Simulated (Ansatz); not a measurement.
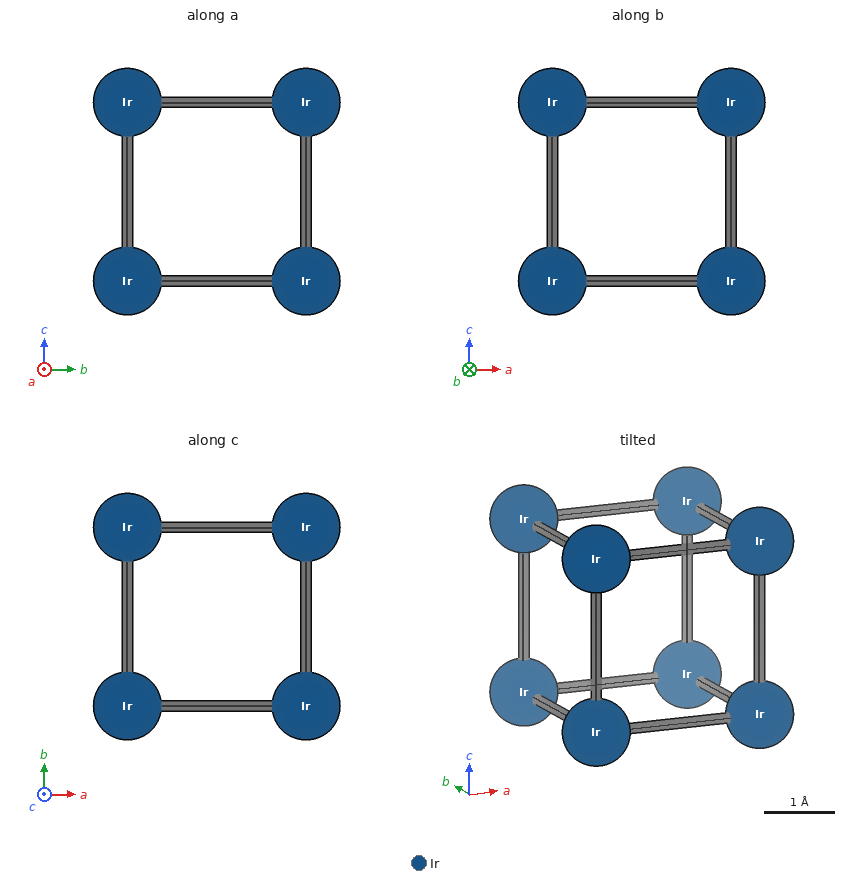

We look at a ball-and-stick model of the crystal along the a axis, along the b axis, along the c axis and slightly off an axis. The frame is the conventional unit cell; atoms at its boundary are shown with their periodic copies.

Lattice parameters: a = 2.5701 Å, b = 2.5701 Å, c = 2.5701 Å, α = 90.000°, β = 90.000°, γ = 90.000°.

Q: Give the structure in the form of a CIF in P1 with every atom of the cell.

A:
```cif
data_structure
_symmetry_space_group_name_H-M 'P 1'
_symmetry_Int_Tables_number 1
_cell_length_a 2.5701
_cell_length_b 2.5701
_cell_length_c 2.5701
_cell_angle_alpha 90.000
_cell_angle_beta 90.000
_cell_angle_gamma 90.000
_cell_volume 16.98
loop_
_atom_site_label
_atom_site_type_symbol
_atom_site_fract_x
_atom_site_fract_y
_atom_site_fract_z
_atom_site_occupancy
Ir1 Ir 0.0000 0.0000 0.0000 1
```

The cell started as a structure type filled with this element by a generator (whether the element takes this form wasn't checked). The picture shows the end point of a geometry optimisation with DFT PBE, scalar-relativistic, plane waves, PAW in Ansatz.
